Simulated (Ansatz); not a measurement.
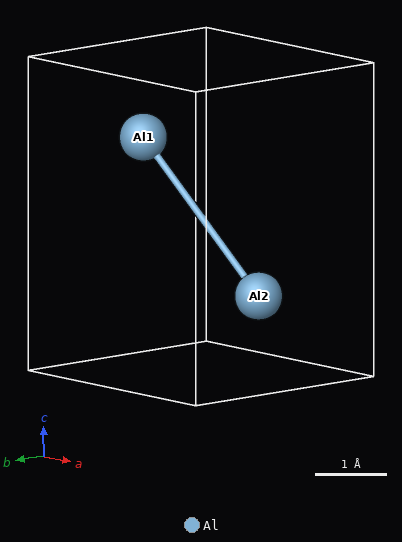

*The input geometry (ball-and-stick view of the cell of the calculation, set on other vectors, seen at an oblique angle; atoms are numbered from 1 in the order of the input).*

Near neighbours in the crystal (not all of them lie inside the picture): Al has 12 Al at 2.85 to 2.88 Å.

# Run report: Al, geometry relaxation

- system: Al (P6₃/mmc, 2 atoms in the cell)
- method: DFT PBE, scalar-relativistic, plane waves, PAW, no spin polarisation (Ansatz 0.2.0)

The structure was made by a generator, so it may or may not be a known phase. Figures and captions count atoms from 1; the log counts them from 0 in places.

### Input
```yaml
crystal:
  lattice:
    - [1.4248558297, -2.4690075284, 0.041344843]
    - [1.4248558297, 2.4690075284, 0.041344843]
    - [-0.1372169638, 0.0, 4.7271913602]
  atoms:
    - { symbol: Al, position: [0.6666707113, 0.3333292887, 0.75] }
    - { symbol: Al, position: [0.3333292887, 0.6666707113, 0.25] }
basis:
  ecutwfc: 420
kpoints:
  mp_grid: { grid: [22, 22, 12] }
hamiltonian:
  xc: pbe
scf:
  occupations: { method: fermi_dirac, width: 0.15 }
output:
  forces: true
  stress: true
  eigenvalues: true
relax:
  adjacent_minimum: "off"
  f_tol: 0.001
  max_steps: 60
  cell: { stress_tol: 0.01 }
```

Command:
```bash
ansatz run input.yaml --threads 1 --pin off --max-ram 2560MiB --backend cpu --events-out ev --progress --plain --runs-dir out
```

### Output
```
Warning: 20 symmetry operations that the atoms keep within the bar at which the run's group was sought (crystal.symmetry.tolerance 1.0e-5, or twice it) were not taken beside the 4 unitary ones that the detection took (of a slab, those that keep its plane). If the more symmetric cell is meant, write the vectors of crystal.lattice to more decimals, or, with the positions in fractional coordinates, give it by lengths and angles (which lays the cell in the standard orientation, to which the deck's other Cartesian keys then refer), with the lengths that are meant to be equal typed equal, the angles likewise, and each angle that the symmetry fixes typed at its exact value (of a frozen-density pass: in the run whose state it reads). The detection then takes those 20 too, where the atoms keep them as a group. The lattice (crystal.lattice as typed, or as saved on a frozen-density pass laid at its state's geometry) misses each of them by more than the tolerance, the farthest off changing a squared length by the fraction 3.7e-5. The run does not impose them: its cell is that one, or, where this deck is also told that its lattice was moved onto its group, that cell laid onto the operations that were taken. If the cell is strained on purpose, what lies past the tolerance is rightly left out.
Engine: ansatz 0.2.0, aarch64-unknown-linux-gnu
Pseudopotentials: kind: paw
Pseudopotential: Al, paw, valence charge 3, recommended cutoff 420 eV (normal), Al.paw.azcp
Functional definition: PBE
  parameter kappa = 0.804
  parameter beta = 0.06672455060314922
  exchange = pbe_x(kappa = kappa, mu = beta*pi^2/3)
  correlation = pbe_c(beta = beta)
Crystal: 2 atoms, lattice volume = 33.288 Å³
Basis set: ecut = 420 eV, 651 PW (Γ), exchange–correlation on 40×40×64 points (8 copies of the dense FFT grid, shifted against one another)
Bands: 7, of which v1, the nominal top of the filled ones, is band 3 counted from 1 (2 counted from 0)
Symmetry: 4 space group operations
Space group: C2/c (ITA 15), of the structure as read, at distance tolerance 3.2e-5 Å
k-points: 1531 of 5808
Non-local potential: Al, projectors of the file, l = 0: 2, l = 1: 2, l = 2: 1
PAW form: soft (Blöchl's): semilocal exchange-correlation on the pseudo side does not see the compensation charge
PAW one-centre angular grid: Al, 110 points (default); XC on 64 Gauss nodes
Initial density: superposition of atomic densities (neutral atoms: chi_scale 0, normalization atom), corrected by the library's trained network
Initial wavefunctions: pseudopotential atomic-orbital guess
Functional: x = pbe(κ = 0.804, μ = 0.2195149727645171), c = pbe(β = 0.06672455060314922)
SCF iter   1: F=—  HF=-1074.972820 eV  |F-HF|=—  |Δ(HF+E_count)|=         —  Δρ=1.81e-3  dr2=1.32e-3  ethr=1.77e-3  ⟨swp⟩=5.1  Hψ=84834  notcnv=0
preconditioner: auto → none  [metal: Δε(μ)=0.012 eV  Ē_g=8.925 eV  σ=0.150 eV  W_gap=0.02  n_scr=2 (ndim 8)  ℏωp=15.8 eV  f_vac=0.000  D(μ)=0.84/eV (n_scr^D=2)  sad-step TF]
SCF iter   2: F=—  HF=-1074.972684 eV  |F-HF|=—  |Δ(HF+E_count)|=   1.36e-4  Δρ=1.11e-3  dr2=5.10e-4  ethr=2.20e-5  ⟨swp⟩=1.0  Hψ=23071  notcnv=0
SCF iter   3: F=—  HF=-1074.972549 eV  |F-HF|=—  |Δ(HF+E_count)|=   1.35e-4  Δρ=3.76e-5  dr2=3.47e-7  ethr=8.50e-6  ⟨swp⟩=1.4  Hψ=12121  notcnv=0
SCF iter   4: F=—  HF=-1074.972572 eV  |F-HF|=—  |Δ(HF+E_count)|=   2.30e-5  Δρ=1.00e-5  dr2=2.39e-8  ethr=5.78e-9  ⟨swp⟩=2.1  Hψ=15782  notcnv=0
iter 5 did not close the SCF: its close was put off for the readings that it lacked (scf_convergence_deferred on its scf_iter line)
SCF iter   5: F=-1074.972572 eV  HF=-1074.972572 eV  |F-HF|=1.55e-11  |Δ(HF+E_count)|=   8.34e-9  Δρ=1.13e-6  dr2=2.98e-10  ethr=3.99e-10  ⟨swp⟩=1.8  Hψ=14053  notcnv=0
SCF iter   6: F=-1074.972572 eV  HF=-1074.972572 eV  |F-HF|=6.82e-13  |Δ(HF+E_count)|=  9.55e-12  Δρ=2.22e-7  dr2=1.25e-11  ethr=4.97e-12  ⟨swp⟩=1.1  Hψ=32277  notcnv=0
SCF 1 converged in 6 iterations: F = -1074.972572 eV  dr2 = 1.25e-11
  greatest PAW one-centre occupation: 0.453 electrons in one spin orbital (limit 2), on the Al atom at site 1 (counted from 0), in its partial waves of l = 0
relax step   1: F+E_penalty+E_count = -1074.97257197 eV  Δ(F+E_penalty+E_count) = +0.000e0 eV  max|allowed force component| = 4.005e-5 eV/Å  Δτ_max = 0.0000 Å  P = +0.079 GPa  Ω = 33.288 Å³  (6 SCF iters, dr2 threshold 1.00e-7 eV, accepted)
Crystal: 2 atoms, lattice volume = 33.327 Å³
Initial density: handed on by an earlier stage of this run
Initial wavefunctions: those handed on with the density
iter 1 solved again at ethr=1.13e-7 eV; its pass at ethr=3.10e-3 eV (dr2=6.80e-6 eV) is discarded
SCF iter   1: F=—  HF=-1074.972588 eV  |F-HF|=—  |Δ(HF+E_count)|=         —  Δρ=1.27e-4  dr2=6.79e-6  ethr=1.13e-7  ⟨swp⟩=2.1  Hψ=92786  notcnv=0
preconditioner: auto → none  [metal: Δε(μ)=0.020 eV  Ē_g=8.917 eV  σ=0.150 eV  W_gap=0.03  n_scr=2 (ndim 8)  ℏωp=15.8 eV  f_vac=0.000  D(μ)=0.84/eV (n_scr^D=2)]
SCF iter   2: F=—  HF=-1074.972610 eV  |F-HF|=—  |Δ(HF+E_count)|=   2.28e-5  Δρ=4.83e-5  dr2=9.56e-7  ethr=1.13e-7  ⟨swp⟩=1.0  Hψ=10717  notcnv=0
SCF iter   3: F=-1074.972610 eV  HF=-1074.972610 eV  |F-HF|=1.40e-9  |Δ(HF+E_count)|=   3.70e-7  Δρ=2.75e-6  dr2=2.15e-9  ethr=1.12e-9  ⟨swp⟩=2.9  Hψ=37085  notcnv=0
SCF 2 converged in 3 iterations: F = -1074.972610 eV  dr2 = 2.15e-9
relax step   2: F+E_penalty+E_count = -1074.97260998 eV  Δ(F+E_penalty+E_count) = -3.802e-5 eV  max|allowed force component| = 1.142e-5 eV/Å  Δτ_max = 0.0000 Å  P = -0.012 GPa  Ω = 33.327 Å³  energy of the carried Pulay correction = -1.779e-5 eV  (3 SCF iters, dr2 threshold 6.69e-8 eV, accepted)
Crystal: 2 atoms, lattice volume = 33.315 Å³
iter 1 solved again at ethr=5.87e-8 eV; its pass at ethr=3.10e-3 eV (dr2=3.52e-6 eV) is discarded
SCF iter   1: F=—  HF=-1074.972597 eV  |F-HF|=—  |Δ(HF+E_count)|=         —  Δρ=9.06e-5  dr2=3.50e-6  ethr=5.87e-8  ⟨swp⟩=1.9  Hψ=91226  notcnv=0
preconditioner: auto → none  [metal: Δε(μ)=0.023 eV  Ē_g=8.917 eV  σ=0.150 eV  W_gap=0.04  n_scr=2 (ndim 8)  ℏωp=15.8 eV  f_vac=0.000  D(μ)=0.84/eV (n_scr^D=2)]
SCF iter   2: F=—  HF=-1074.972623 eV  |F-HF|=—  |Δ(HF+E_count)|=   2.58e-5  Δρ=3.35e-5  dr2=4.69e-7  ethr=5.84e-8  ⟨swp⟩=1.0  Hψ=10761  notcnv=0
SCF iter   3: F=-1074.972622 eV  HF=-1074.972622 eV  |F-HF|=2.59e-11  |Δ(HF+E_count)|=   1.42e-7  Δρ=1.70e-6  dr2=7.47e-10  ethr=2.53e-10  ⟨swp⟩=2.9  Hψ=37198  notcnv=0
SCF 3 converged in 3 iterations: F = -1074.972622 eV  dr2 = 7.47e-10
relax step   3: F+E_penalty+E_count = -1074.97262249 eV  Δ(F+E_penalty+E_count) = -1.251e-5 eV  max|allowed force component| = 3.180e-6 eV/Å  Δτ_max = 0.0000 Å  P = +0.011 GPa  Ω = 33.315 Å³  energy of the carried Pulay correction = -1.399e-5 eV  (3 SCF iters, dr2 threshold 1.52e-8 eV, accepted)
Crystal: 2 atoms, lattice volume = 33.320 Å³
iter 1 solved again at ethr=3.30e-10 eV; its pass at ethr=3.10e-3 eV (dr2=1.98e-8 eV) is discarded
SCF iter   1: F=—  HF=-1074.972594 eV  |F-HF|=—  |Δ(HF+E_count)|=         —  Δρ=7.18e-6  dr2=2.03e-8  ethr=3.30e-10  ⟨swp⟩=2.2  Hψ=93762  notcnv=0
preconditioner: auto → none  [metal: Δε(μ)=0.023 eV  Ē_g=8.916 eV  σ=0.150 eV  W_gap=0.04  n_scr=2 (ndim 8)  ℏωp=15.8 eV  f_vac=0.000  D(μ)=0.84/eV (n_scr^D=2)]
SCF iter   2: F=—  HF=-1074.972621 eV  |F-HF|=—  |Δ(HF+E_count)|=   2.66e-5  Δρ=4.50e-6  dr2=8.07e-9  ethr=3.30e-10  ⟨swp⟩=2.0  Hψ=16284  notcnv=0
SCF iter   3: F=—  HF=-1074.972621 eV  |F-HF|=—  |Δ(HF+E_count)|=   3.16e-9  Δρ=2.01e-6  dr2=1.41e-9  ethr=1.35e-10  ⟨swp⟩=2.0  Hψ=15405  notcnv=0
SCF iter   4: F=-1074.972621 eV  HF=-1074.972621 eV  |F-HF|=1.91e-11  |Δ(HF+E_count)|=  2.35e-10  Δρ=5.70e-7  dr2=1.06e-10  ethr=1.35e-11  ⟨swp⟩=3.2  Hψ=25633  notcnv=0
SCF 4 converged in 4 iterations: F = -1074.972621 eV  dr2 = 1.06e-10
relax step   4: F+E_penalty+E_count = -1074.97262058 eV  Δ(F+E_penalty+E_count) = +1.919e-6 eV  max|allowed force component| = 7.256e-7 eV/Å  Δτ_max = 0.0000 Å  P = -0.001 GPa  Ω = 33.320 Å³  energy of the carried Pulay correction = -1.619e-5 eV  (4 SCF iters, dr2 threshold 8.09e-10 eV, accepted)
Initial wavefunctions: pseudopotential atomic-orbital guess (no wavefunctions were taken with the density)
iter 1 solved again at ethr=2.74e-9 eV; its pass at ethr=3.10e-3 eV (dr2=1.64e-7 eV) is discarded
SCF iter   1: F=—  HF=-1074.972610 eV  |F-HF|=—  |Δ(HF+E_count)|=         —  Δρ=4.92e-6  dr2=4.04e-9  ethr=2.74e-9  ⟨swp⟩=3.2  Hψ=119593  notcnv=0
SCF iter   2: F=—  HF=-1074.972636 eV  |F-HF|=—  |Δ(HF+E_count)|=   2.66e-5  Δρ=1.95e-6  dr2=6.64e-10  ethr=6.74e-11  ⟨swp⟩=2.7  Hψ=19208  notcnv=0
SCF iter   3: F=—  HF=-1074.972636 eV  |F-HF|=—  |Δ(HF+E_count)|=  2.94e-10  Δρ=1.28e-6  dr2=2.24e-10  ethr=1.11e-11  ⟨swp⟩=1.0  Hψ=10717  notcnv=0
SCF iter   4: F=—  HF=-1074.972636 eV  |F-HF|=—  |Δ(HF+E_count)|=  3.82e-10  Δρ=1.86e-7  dr2=1.04e-11  ethr=3.73e-12  ⟨swp⟩=2.0  Hψ=15312  notcnv=0
SCF iter   5: F=—  HF=-1074.972636 eV  |F-HF|=—  |Δ(HF+E_count)|=  2.27e-13  Δρ=9.51e-8  dr2=2.58e-12  ethr=1.73e-13 (applied; sched 1.00e-12)  ⟨swp⟩=1.0  Hψ=10724  notcnv=0
SCF iter   6: F=-1074.972636 eV  HF=-1074.972636 eV  |F-HF|=0.00e0  |Δ(HF+E_count)|=  2.27e-13  Δρ=4.75e-8  dr2=6.17e-13  ethr=1.00e-12  ⟨swp⟩=3.8  Hψ=29175  notcnv=0
SCF 5 converged in 6 iterations: F = -1074.972636 eV  dr2 = 6.17e-13
relax step   5: F+E_penalty+E_count = -1074.97263609 eV  Δ(F+E_penalty+E_count) = -1.552e-5 eV  max|allowed force component| = 8.883e-7 eV/Å  Δτ_max = 0.0000 Å  P = -0.000 GPa  Ω = 33.320 Å³  stress off target by 1.90e-3 GPa  SCF on the basis re-selected at this cell (its energy is not comparable with the rows above)  (6 SCF iters)
```

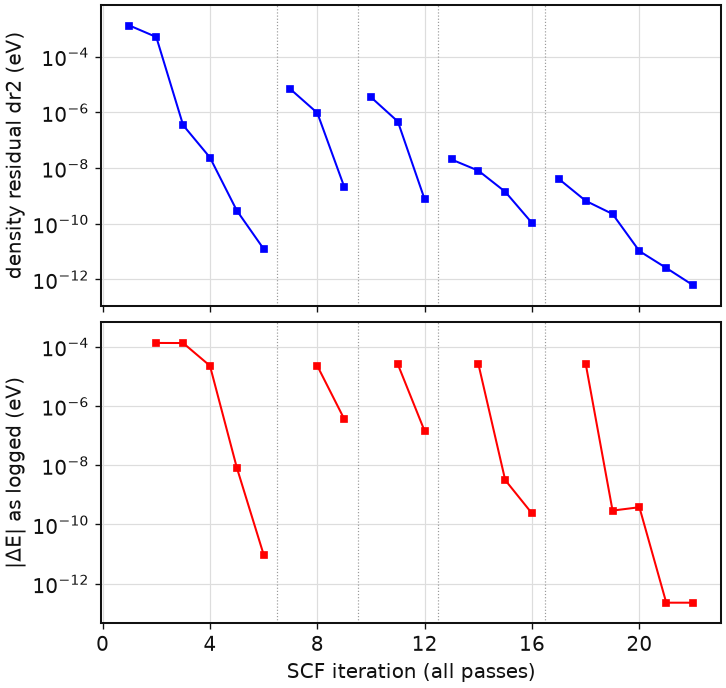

*Convergence of the self-consistent field: density residual dr2 and size of the energy change against the SCF iteration. The dotted lines part the SCF passes of the relaxation: geometry steps, rejected trials and re-solves on a re-selected basis.*

The 5 passes take 3 to 6 iterations each, 22 in all.

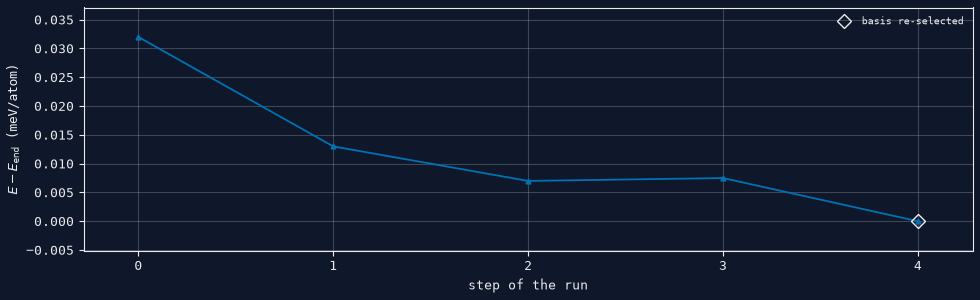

*Progress of the relaxation, step by step (the first geometry is step 0 here and step 1 in the log).*

Over 3 geometry steps the energy falls by next to nothing (0.0 meV per atom). Pressure: 0.08 GPa at the start and 0.00 GPa at the end. The atoms keep their places relative to the cell (all moves are under 0.005 Å). A last SCF at the same geometry on a re-selected plane-wave basis shifts the energy by next to nothing (0.0 meV per atom).

```
basis re-selected at this cell: Δ(F+E_penalty+E_count) = -1.552e-5 eV, ΔP = +0.001 GPa vs the last step (what re-selecting the basis moved, of the pressure what is left beyond the Pulay correction that the steps carried, after the strain that the cell walked since its last selection, with what the two solves' SCF thresholds leave and, on support functions, any second-order correction that the steps lacked; it is no measure of the basis error at this ecutwfc). This SCF's stress stands 1.90e-3 GPa from its target on what of the cell is left free (relax.cell.stress_tol is 1.00e-2 GPa) and its largest allowed force component is 8.88e-7 eV/Å (relax.f_tol is 1.00e-3 eV/Å): within both
SCF converged after 6 iterations
Free energy (F): -1074.972636 eV
Harris-Foulkes:  -1074.972636 eV  (|F-HF|=0.00e0)
Internal energy: -1074.910681 eV  (E = F + TS)
E sigma→0 (E₀):  -1074.941659 eV
Entropy (-TS):   -0.061955 eV (-30.978 meV/atom)
Fermi energy:    7.833322 eV
--- Per-component energies (eV) ---
  E_band       = 20.771433
  E_kinetic    = 45.209651
  E_local      = 19.468735  (includes V_loc(G=0)·N_el)
  E_nonlocal   = 20.742968
  E_hartree    = 0.190171
  E_xc         = -79.340527
  E_vxc        = -57.739701  (∫ρ·V_xc dr)
  E_paw        = -934.632726  (= ΣΔE_a)
  E_vpaw       = -7.290558  (= ΣTr[D̂ρ^β])
  E_aug_tail   = -0.000004  (compensation charges beyond the density's cutoff)
  E_ewald      = -146.548950
  E_smearing   = -0.061955  (= −TS)
  E_closure    = 0.000000  (closes the sum)
  Σ components = -1074.972636   (vs F -1074.972636, Δ=0.00e0)
--- Forces (eV/Å), atoms counted from 1 ---
  atom   1  Al     0.00000000     0.00000089     0.00000000
  atom   2  Al     0.00000000    -0.00000089    -0.00000000
  max |Σ_I F_I| component: 0.00e0 eV/Å
--- Stress (GPa, compression-positive) ---
        0.000855       0.000000       0.000126
        0.000000       0.000754       0.000000
        0.000126       0.000000      -0.001894
  P = ⅓ Tr σ = -0.0001 GPa (-0.001 kbar)
--- Band table (eV; the first three rows and the last of 1531) ---
  k-point 0: bands = ["-3.2200", "3.2326", "3.3214", "18.5172", "18.5172", "18.8724", "18.8725"]
  k-point 1: bands = ["-3.1739", "2.2566", "4.3789", "18.5528", "18.5528", "18.8596", "18.9115"]
  k-point 2: bands = ["-3.0356", "1.3205", "5.5589", "17.3837", "18.6591", "18.6591", "19.0279"]
  k-point 1530: bands = ["3.9713", "3.9713", "4.6596", "4.6596", "14.9563", "14.9563", "15.3573"]
--- Relaxed structure (4 steps of the walk, 4 accepted, 1 SCFs on fresh bases) ---
  F+E_penalty+E_count = -1074.97263609 eV   max|allowed force component| = 8.883e-7 eV/Å   (the final SCF, on the basis selected at the relaxed cell)
  cell:  # Å, volume = 33.3204 Å³
    - [1.4268715895993915, -2.472459536616557, 0.04140732824901799]
    - [1.4268715895993915, 2.472459536616557, 0.04140732824901799]
    - [-0.1369506443925528, -1.9370691946314083e-18, 4.718467576096868]
  atoms:
    - { symbol: Al, position: [0.6666667300853801, 0.33333326991462, 0.75] }
    - { symbol: Al, position: [0.33333326991462, 0.66666673008538, 0.25] }
```

### Trajectory as extended XYZ (Å, eV, eV/Å), 5 frames, from step=1 to step=5
```
2
Lattice="1.4249 -2.4690 0.0413 1.4249 2.4690 0.0413 -0.1372 0.0000 4.7272" Properties=species:S:1:pos:R:3:forces:R:3 step=1 energy=-1074.97257 pressure_GPa=0.08
Al    1.3219   -0.8230    3.5867    0.0000   0.0000   0.0000
Al    1.3906    0.8230    1.2231    0.0000   0.0000   0.0000
2
Lattice="1.4263 -2.4716 0.0414 1.4263 2.4716 0.0414 -0.1371 0.0000 4.7228" Properties=species:S:1:pos:R:3:forces:R:3 step=2 energy=-1074.97261 pressure_GPa=-0.01
Al    1.3235   -0.8239    3.5835    0.0000   0.0000   0.0000
Al    1.3921    0.8239    1.2221    0.0000   0.0000   0.0000
2
Lattice="1.4269 -2.4724 0.0414 1.4269 2.4724 0.0414 -0.1369 0.0000 4.7178" Properties=species:S:1:pos:R:3:forces:R:3 step=3 energy=-1074.97262 pressure_GPa=0.01
Al    1.3242   -0.8241    3.5798    0.0000   0.0000   0.0000
Al    1.3926    0.8241    1.2209    0.0000   0.0000   0.0000
2
Lattice="1.4269 -2.4725 0.0414 1.4269 2.4725 0.0414 -0.1370 0.0000 4.7185" Properties=species:S:1:pos:R:3:forces:R:3 step=4 energy=-1074.97262 pressure_GPa=-0.00
Al    1.3242   -0.8242    3.5803    0.0000   0.0000   0.0000
Al    1.3926    0.8242    1.2210    0.0000   0.0000   0.0000
2
Lattice="1.4269 -2.4725 0.0414 1.4269 2.4725 0.0414 -0.1370 0.0000 4.7185" Properties=species:S:1:pos:R:3:forces:R:3 step=5 energy=-1074.97264 pressure_GPa=-0.00
Al    1.3242   -0.8242    3.5803    0.0000   0.0000   0.0000
Al    1.3926    0.8242    1.2210    0.0000   0.0000   0.0000
```

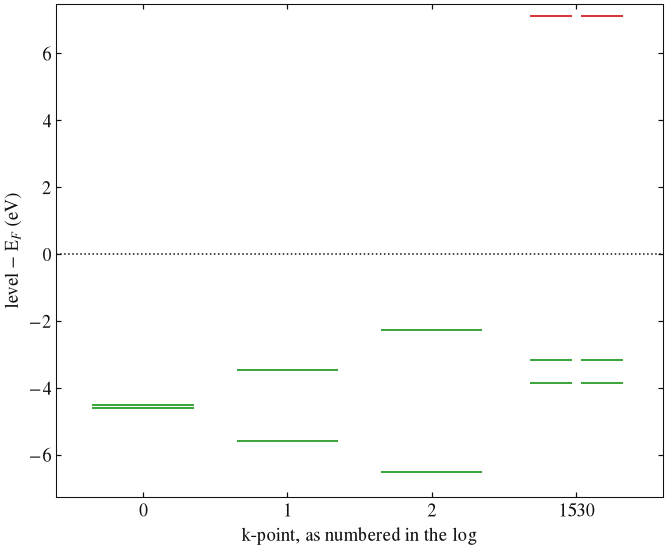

*Kohn–Sham levels near the Fermi level (dotted) at the few k-points that the log prints; levels within 0.02 eV of each other stand side by side.*

The system is metallic on the full mesh.

### Summary

- outcome: converged
- space group (tolerance 0.01 Å): P6₃/mmc (194)
- electrons treated: 6
- free energy: −1074.9726 eV
- Fermi energy: 7.833 eV
- gap on the k-point mesh: none (metallic)
- pressure: 0.00 GPa
- final volume: 33.32 Å³
- largest force (length of the vector) at the end: under 0.001 eV/Å
- final cell: a = 2.855 Å, b = 2.855 Å, c = 4.720 Å, α = 90.00°, β = 90.00°, γ = 120.00°
- hardware: 1 thread of Arm Neoverse V1, 24 GiB of memory available, shared host
- wall time: 2 min
- peak memory: 0.75 GiB

The program warns: near-symmetries of the structure were not used.
